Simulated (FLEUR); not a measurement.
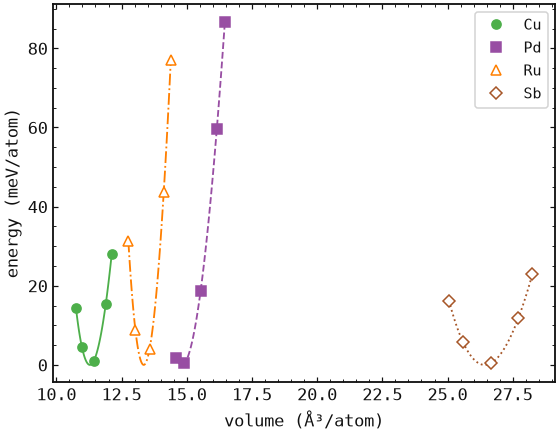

Plotted: energy against volume, with one curve for each element, for Cu, Pd, Ru and Sb (all in space group P6_3/mmc (No. 194)).

Computed with FLEUR MaX-R8.1 (later development tree): all-electron LAPW DFT, no spin polarisation; energies at scaled volumes of the given cell, shape and fractions fixed, counted from the fit's minimum, third-order Birch-Murnaghan fit. Level: SCAN.

- occupations: Fermi–Dirac
- smearing width: 0.05 eV
- potentials: all electron

Settings that differ: Cu: k mesh 12×12×7; Pd: k mesh 11×11×6; Ru: k mesh 11×11×6; Sb: k mesh 9×9×5.

Q: Order the curves by fitted equilibrium volume, smallest first.

A: Cu 11.285, Ru 13.350, Pd 14.811, Sb 26.427 Å³/atom.

Q: Order the curves by fitted bulk modulus, smallest first.

A: Sb 66.1, Cu 166.2, Pd 189.7, Ru 353.6 GPa.

Caveats: shape and atomic fractions are frozen while scaling, which makes layered, chain and framework solids too stiff.
